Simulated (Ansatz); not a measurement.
Consider CuO.

```
Cu O
1.0
     4.68930    0.00000    0.00000
     0.00000    3.42680    0.00000
    -0.86055    0.00000    5.05944
Cu O
4 4
Cartesian
  0.7421 0.8567 2.5297
  3.0867 2.5701 2.5297
  1.1724 2.5702 0.0000
  3.5170 0.8568 0.0000
  -0.6454 0.2281 3.7946
  1.6993 1.9415 3.7946
  -0.2151 3.1989 1.2649
  2.1296 1.4855 1.2649
```

Space group C2/c; computed pressure about 7 GPa in this cell.

Theory: Ansatz, Kohn-Sham DFT of a periodic cell, PBE, Ansatz PAW.

### What will maps of the valence pseudo-density and electron localisation function show?

Cu–O (1.92 Å): ρ at the midpoint is about 0.69 e/Å³; the ELF peaks at about 0.85 in the valence shell of O, 0.6 Å from its nucleus, and is about 0.20 at the midpoint: no localised pair shows between them.

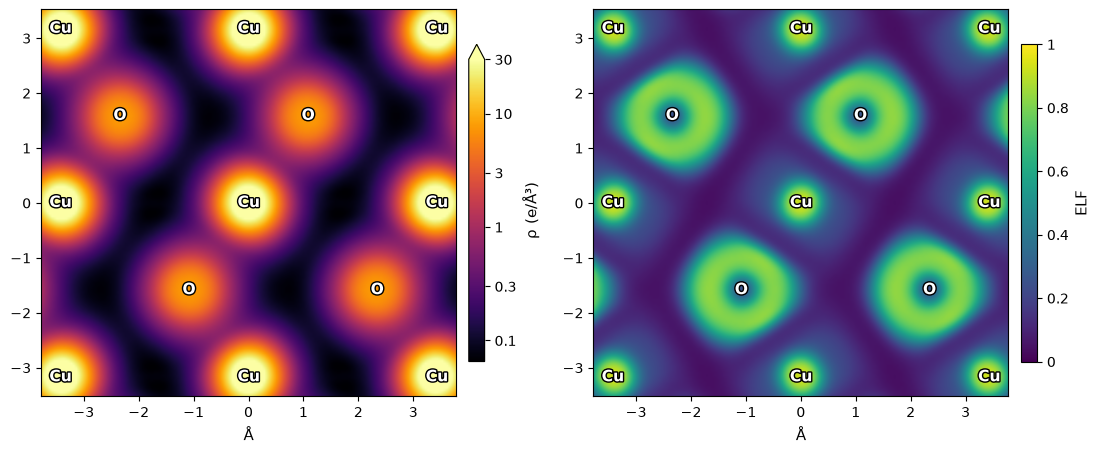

Computed valence pseudo-density and electron localisation function on the (101̄) plane of the conventional cell, in this order. 
